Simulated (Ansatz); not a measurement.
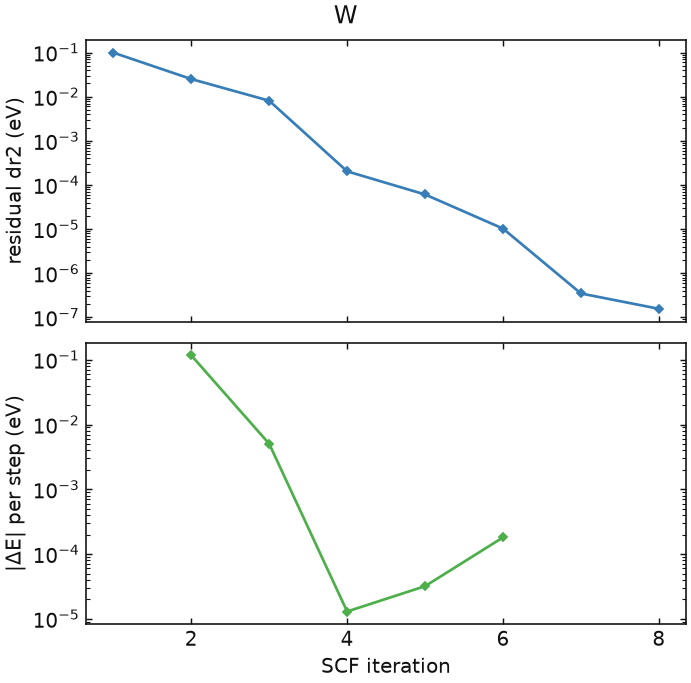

Convergence history. SCF iterations of a calculation: density residual dr2, step-to-step change of the Harris–Foulkes energy. The run: W (P1, 8 atoms in the cell), by DFT r2SCAN, scalar-relativistic, plane waves, PAW (Ansatz); cutoff 500 eV, 10×10×10 k-mesh, Gaussian smearing of 0.15 eV. Energy differences below 3 × 10⁻⁶ eV aren't drawn. The starting density is a sum of atomic densities corrected by a trained network.

It did not finish: the time limit cut it off after 8 iterations. The residual is still falling at the last step (down to 1.6 × 10⁻⁷). The residual starts near 0.1 and ends near 2 × 10⁻⁷ eV.
